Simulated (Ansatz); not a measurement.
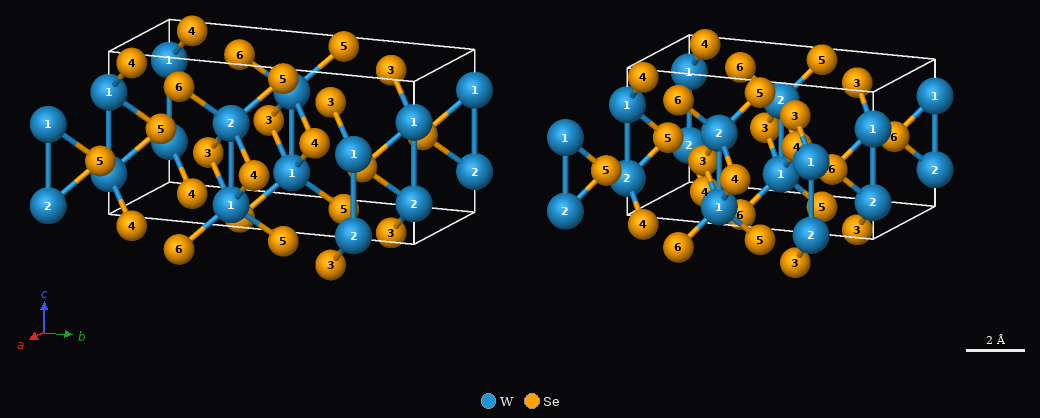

Two geometries of a crystal of WSe₂ (built on the SiS2-72 type type), drawn at one scale. One is the start of a relaxation, the other its converged end. The picture is a ball-and-stick view of the conventional cell (2 times the calculation's cell), repeated 2 × 1 × 1 with one cell outlined, seen slightly off an axis. Lengths and directions refer to the drawn axes.

Level of theory: DFT, PBEsol, plane waves, PAW in Ansatz. Settings: plane-wave cutoff 420 eV; k-point mesh 6 × 6 × 6; occupations fermi dirac; smearing width 0.03 eV; no spin polarisation; cell and atoms relaxed; force threshold 0.01 eV/Å; at most 120 steps.

Which one is relaxed?

Answer. The left one is the relaxed one. The energy falls by 16.919 eV per cell of the calculation in 17 accepted moves (19 points after the start). Largest force component: 15 eV/Å at the start, 0.0067 eV/Å at the end. Pressure: 94.61 GPa at the start and 0.00 GPa at the end. At 2 points the geometry stayed and the basis and grid were re-selected for the new cell (energy shift of 16.9 meV per cell of the calculation at most each time). The largest moves relative to the cell, 0.23 Å, are those of Se3, Se4, Se5 and Se6. Se3 goes roughly along [−3 −1 0]. W stays in place. The drawn cell changes as follows: a 5.418 → 5.294 Å (−2.3 %), b 9.256 → 11.498 Å (+24.2 %), c 5.229 → 5.782 Å (+10.6 %); the volume changes by +34.2 %. Near-neighbour distances that change, for instance: Se3–Se4 3.052 → 3.812 Å, W1–Se3 2.010 → 2.392 Å, W1–W2 2.615 → 2.891 Å. Bond angles that change, for instance: Se3–W1–Se6 115.9° → 107.6°, W1–Se3–W2 81.2° → 74.4°, Se3–W1–Se4 98.8° → 105.6°. The space group stays Ibam (No. 72). The run took 4.7 min on 2 threads of Intel(R) Xeon(R) Processor @ 2.70GHz (shared host), peak memory 0.74 GiB.
